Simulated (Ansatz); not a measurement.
A series of calculations on N

## 1. Relaxation

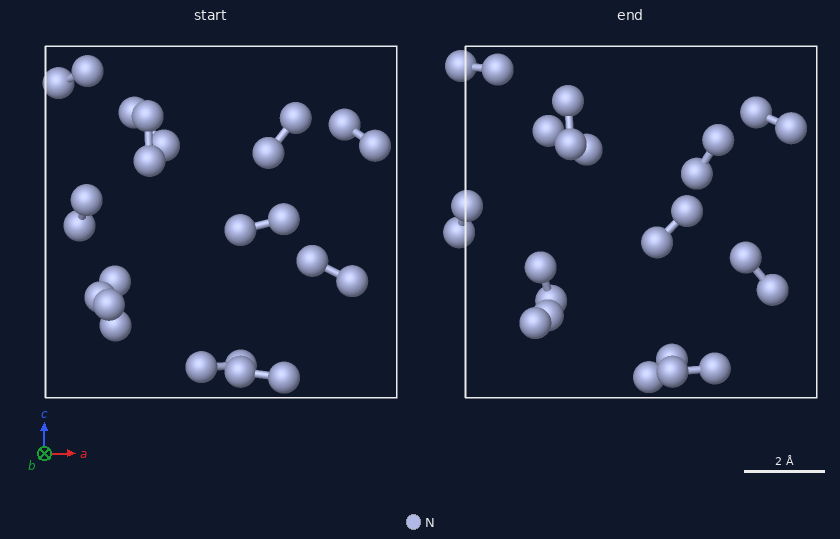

The structure of an amorphous cell of composition N before (left) and after (right) a relaxation, at one scale.

The picture is a ball-and-stick view of the cell of the calculation, seen along the b axis.

The cell holds 12 N2. The run prepares the start of a later molecular dynamics calculation, from a guessed geometry.

All numbers below come from Ansatz, DFT PBE-D3(BJ), scalar-relativistic, plane waves, PAW. Set-up: plane-wave cutoff 420 eV; k-point mesh 1 × 1 × 1; occupations fermi dirac; smearing width 0.05 eV; no spin polarisation; atoms relaxed in a fixed cell; force threshold 0.3 eV/Å; at most 15 steps.

Describe what moved and what it gained.

After 10 accepted moves (13 points after the start) the energy has fallen by 70.9 meV per atom. Largest force component: 4.2 eV/Å at the start, 0.25 eV/Å at the end. The line search rejected the trial steps at points 6, 9 of the run. 1 step only repeated the SCF at the same geometry. The forces were under the threshold at step 5, but the run went on from there. The largest moves, 1.08 Å, are those of N atoms. The lattice vectors keep their values. Among the contacts that change: N–N 1.130 → 1.102 Å. Cost: 49 s on 1 thread of Intel(R) Xeon(R) Platinum 8259CL CPU @ 2.50GHz (Skylake/Cascade Lake), on a shared host, peak memory 0.6 GiB.

Limits of the set-up: the program's low-accuracy preset was used.

## 2. Dynamics

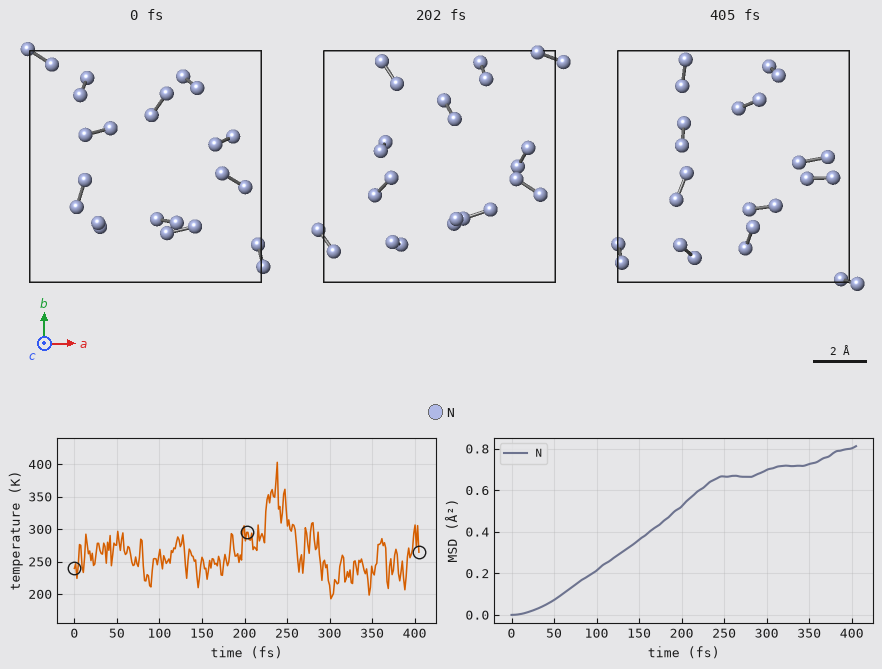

Molecular dynamics of a periodic cell with 12 N2 at 0.802 g/cm³, 405 fs long. Frames and the history of the run. The picture is a ball-and-stick view of the simulation cell, seen along the c axis. Atoms that leave the cell re-enter on the other side.

The calculation used DFT PBE-D3(BJ), scalar-relativistic, plane waves, PAW in Ansatz 0.2.0. Run with plane-wave cutoff 420 eV; k-point mesh 1 × 1 × 1; Fermi-Dirac smearing 0.05 eV; low-accuracy preset; Langevin thermostat (NVT); set temperature 250 K; time step 1.5 fs; friction 0.02 per fs.

### Describe the run.

Over the second half the temperature averages 268 K (spread ±42 K). The potential energy in the second half lies on average 14.5 meV per atom above the first frame. In the second half of the run the atoms are, in the root-mean-square, this far from where they began (common drift taken out): N 0.83 Å. The molecules turn and drift from their places.

Limits of the set-up: the program's low-accuracy preset was used.

Cost: 14 min on 1 thread of Intel(R) Xeon(R) Platinum 8259CL CPU @ 2.50GHz (Skylake/Cascade Lake) (shared host), peak memory 0.62 GiB.

## 3. Dynamics

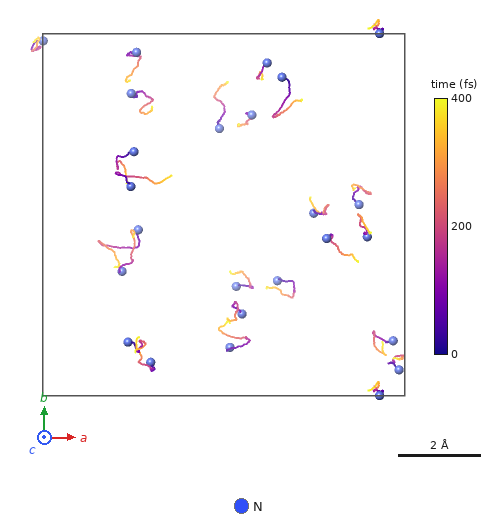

A Born-Oppenheimer molecular dynamics run of a periodic cell with 12 N2 at 0.802 g/cm³, 400 fs long. It starts from the last geometry of an earlier run, with fresh velocities. Lines trace each atom's path, coloured by time; spheres stand at the starting positions. Seen along the c axis in the simulation cell.

The calculation used DFT PBE-D3(BJ), scalar-relativistic, plane waves, PAW in Ansatz 0.2.0. Set-up: plane-wave cutoff 420 eV; k-point mesh 1 × 1 × 1; Fermi-Dirac smearing 0.05 eV; low-accuracy preset; Langevin thermostat (NVT); set temperature 250 K; time step 1 fs; friction 0.02 per fs.

Question: What do the traces tell about the motion?

Answer: Root-mean-square distances from the starting positions over the second half, with the common drift of all atoms taken out: N 0.74 Å. The heavy atoms stay within a fraction of a molecule's size of their starting places; so short a run doesn't tell a liquid from a solid. Over the second half the temperature averages 231 K (spread ±39 K). The potential energy in the second half lies on average 3.5 meV per atom below the first frame.

Limits of the set-up: the program's low-accuracy preset was used.
